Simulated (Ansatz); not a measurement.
```xyz
4
Lattice="4.0346 0.0000 0.0000 -2.0173 3.4941 0.0000 0.0000 0.0000 6.4323" Properties=species:S:1:pos:R:3 pbc="T T T"
Mg    2.0173    1.1647    3.1888
Mg    0.0000    2.3294    6.4050
S     0.0000    2.3294    2.4394
S     2.0173    1.1647    5.7556
```

Space group P6_3mc. The cell comes from a database of computed structures, not from a measurement.

Level of theory: DFT PBE, scalar-relativistic, plane waves, PAW (Ansatz).

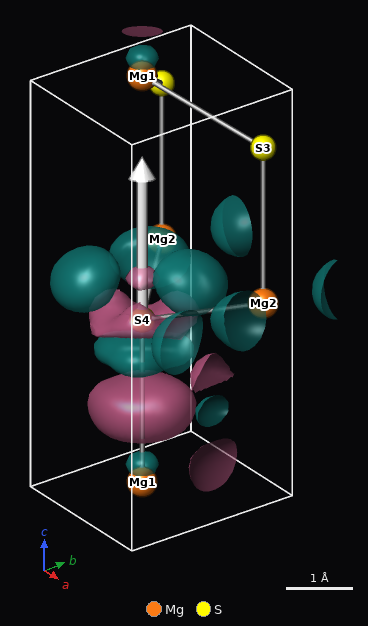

MgS. S4 was moved by 0.10 Å along [0 0 1] in the axes of the cell drawn (arrow, not to scale). Change of the density less the rigid motion of the neutral atom's own density: teal surfaces at +0.006 and pink ones at −0.006 e/Å³, in the cell of the calculation (origin moved) seen slightly off an axis.

In a PAW calculation such maps are meaningful between the atoms, not at the nuclei.

Describe the electronic response.

Answer. About 0.07 e is rearranged in the cell. Outside the cores the largest gain, 0.014 e/Å³, lies 1.1 Å from a sulfur nucleus and 1.5 Å from a magnesium one, and the largest loss, 0.02 e/Å³, lies 1.2 Å from a sulfur nucleus and 1.4 Å from a magnesium one.

What restoring force does the calculation give for this move?

Answer. The force on it changes by 0.62 eV/Å along the move, against it: a stiffness of about 6.2 eV/Å² for this sublattice shift.

Run times: 65 s (moved atom) and 60 s (base cell), on 1 thread of Arm Neoverse N1, on a shared host.
